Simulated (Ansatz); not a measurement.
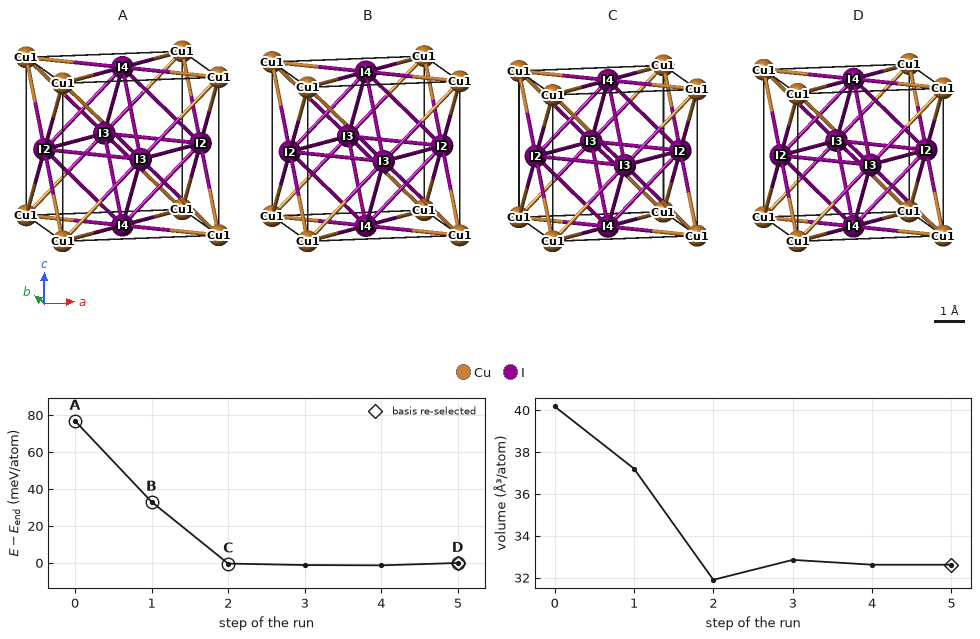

Frames of a relaxation of a crystal of CuI₃ (a generated structure, set up in Pm-3m), marked on the history of the run. The picture is a ball-and-stick view of the cell of the calculation, seen slightly off an axis.

All numbers below come from DFT PBE, scalar-relativistic, plane waves, PAW in Ansatz.

The input:
```yaml
crystal:
  lattice:
    - [5.4372163, 0.0, 0.0]
    - [0.0, 5.4372163, 0.0]
    - [0.0, 0.0, 5.4372163]
  atoms:
    - { symbol: Cu, position: [0.0, 0.0, 0.0] }
    - { symbol: I, position: [0.0, 0.5, 0.5] }
    - { symbol: I, position: [0.5, 0.0, 0.5] }
    - { symbol: I, position: [0.5, 0.5, 0.0] }
basis:
  ecutwfc: 420
kpoints:
  mp_grid: { grid: [8, 8, 8] }
hamiltonian:
  xc: pbe
scf:
  occupations: { method: gaussian, width: 0.1 }
output:
  forces: true
  stress: true
  eigenvalues: true
  write_density: true
  write_potential: true
  elf: true
  volumetric_format: npy
relax:
  adjacent_minimum: "off"
  f_tol: 0.01
  max_steps: 80
  cell: { stress_tol: 0.05 }
```

Run as
```bash
ansatz run input.yaml --threads 1 --pin off --max-ram 2048MiB --backend cpu --events-out ev --progress --plain --runs-dir out
```

### What happens along the run?

The energy falls by 77.0 meV per atom in 4 accepted moves (5 points after the start). All forces vanish by symmetry, so only the cell relaxes. The pressure goes from −2.59 to −0.02 GPa. At 1 point the geometry stayed and the basis and grid were re-selected for the new cell (energy shift of 1.3 meV per atom at most each time). No atom moves by more than 0.005 Å relative to the cell. Cell: a = b = c 5.437 → 5.072 Å (−6.7 %). Volume −18.8 %. Near-neighbour distances that change, for instance: Cu1–I2 3.845 → 3.587 Å, I2–I3 3.845 → 3.587 Å. The space group stays Pm-3m (No. 221). Cost: 120 s on 1 thread of Arm Neoverse V1, with other jobs on the host, peak memory 0.5 GiB. From step 0 to 1: volume −7.4 %, energy −43.8 meV per atom. From step 1 to 2: volume −14.3 %, energy −33.5 meV per atom. From step 2 to 5: volume +2.3 %, energy +0.3 meV per atom.

| step | E − E(0), meV/atom | pressure, GPa | volume, Å³/atom | note |
| --- | --- | --- | --- | --- |
| 0 | 0.00 | -2.59 | 40.186 |  |
| 1 | -43.83 | -2.02 | 37.215 |  |
| 2 | -77.29 | 0.51 | 31.906 |  |
| 3 | -78.08 | -0.16 | 32.857 |  |
| 4 | -78.25 | -0.01 | 32.627 |  |
| 5 | -76.97 | -0.02 | 32.627 | same geometry, new basis |
